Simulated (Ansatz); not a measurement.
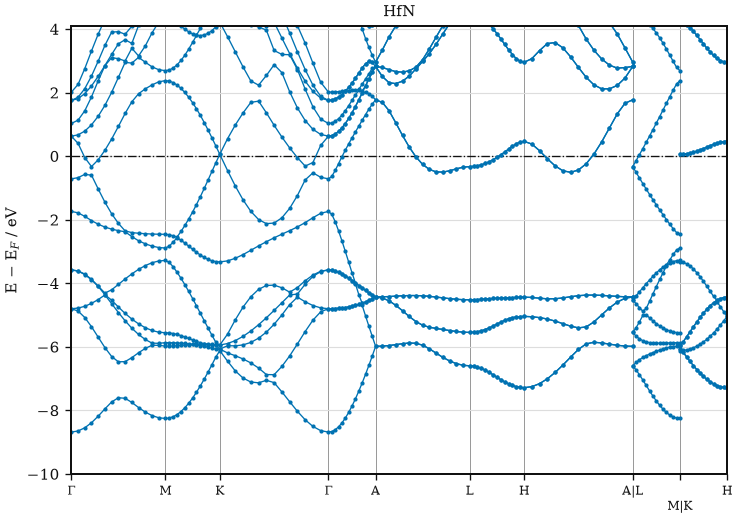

Band structure. Energies are counted from the Fermi level.

> What lattice type does the k path imply?

A hexagonal (primitive) lattice: the path Γ–M–K–Γ–A–L–H–A|L–M|K–H runs through the special points of its Brillouin zone.

System: NiAs-type HfN, space group P6_3/mmc, 4 atoms in the cell; a = 3.134 Å, c = 5.417 Å (hexagonal axes).

Method: PBEsol, Ansatz PAW, no spin polarisation, no spin-orbit coupling, 10×10×5 k mesh, 420 eV cutoff, Fermi-Dirac smearing of 0.05 eV (Ansatz 0.2.0).

> Metal, semiconductor or insulator?

A metal: 2 bands cross the Fermi level along this path.

Spin-orbit coupling is left out, which matters for Hf. The PAW data sets were made with another functional. The usual form of HfN is rocksalt.
